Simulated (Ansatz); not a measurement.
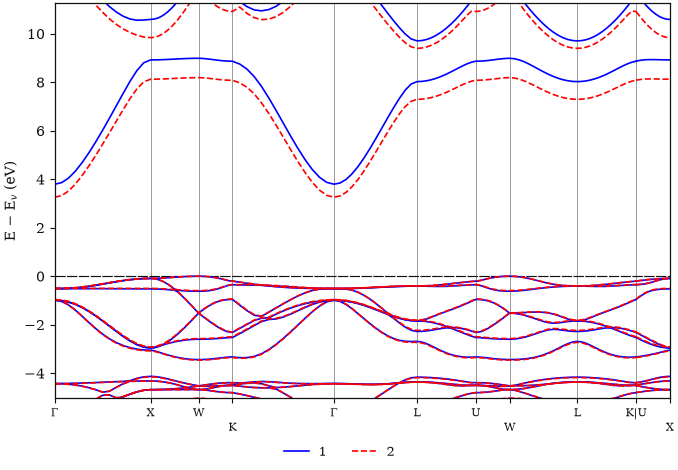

Band structures of fluorite-type CdF₂, space group Fm-3m (No. 225), 3 atoms in the primitive cell (cubic a = 5.388 Å), by two methods on the same cell. Each is counted from its own valence-band top.

Question: Which curve is which? The methods: revPBE, r2SCAN.

Answer: 1 is r2SCAN; 2 is revPBE. r2SCAN gives a gap of 3.79 eV along the path and revPBE gives a gap of 3.26 eV along the path.

Settings. r2SCAN: Ansatz PAW, no spin polarisation, no spin-orbit coupling, 9×9×9 k mesh, 500 eV cutoff, Fermi-Dirac smearing of 0.05 eV (Ansatz). revPBE: Ansatz PAW, no spin polarisation, no spin-orbit coupling, 9×9×9 k mesh, 420 eV cutoff, Fermi-Dirac smearing of 0.05 eV (Ansatz).

Bands are joined in order of energy. The cell is at 9 GPa in revPBE and 0 GPa in r2SCAN. The PAW data sets were made with another functional. LDA, GGA and most meta-GGA functionals understate gaps.
